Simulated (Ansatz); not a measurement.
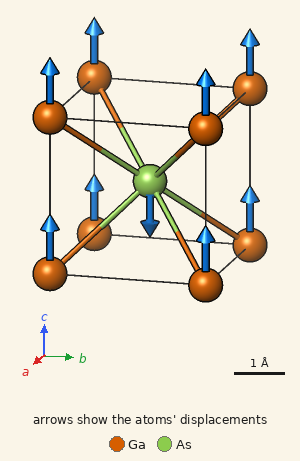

The lowest optical mode of solid GaAs (a generated structure) at a fixed volume, space group Pm-3m (No. 221), at the zone centre. Displacements are drawn as blue arrows; their common scale and sign are arbitrary. A ball-and-stick model of the cell of the calculation, seen slightly off an axis.

Method: DFT PBEsol, scalar-relativistic, plane waves, PAW in Ansatz. (plane-wave cutoff 420 eV; k-point mesh 14 × 14 × 14; occupations fermi dirac; smearing width 0.15 eV; no spin polarisation)

The frequencies depend somewhat on the k-mesh and the smearing.

> Is the structure stable against all modes at this point?

Yes: this softest mode has a real frequency, and so have all others here. That speaks for this wave vector alone: the rest of the zone wasn't checked in this run. This is the T₁u mode (triply degenerate; one member of the set is drawn) at 105 cm⁻¹, the only optical level, infrared-active by symmetry. The Ga sublattice moves against the As sublattice, along c; the kinetic energy is shared as Ga 52 %, As 48 %. The crystal is a metal, so free carriers screen the infrared response.
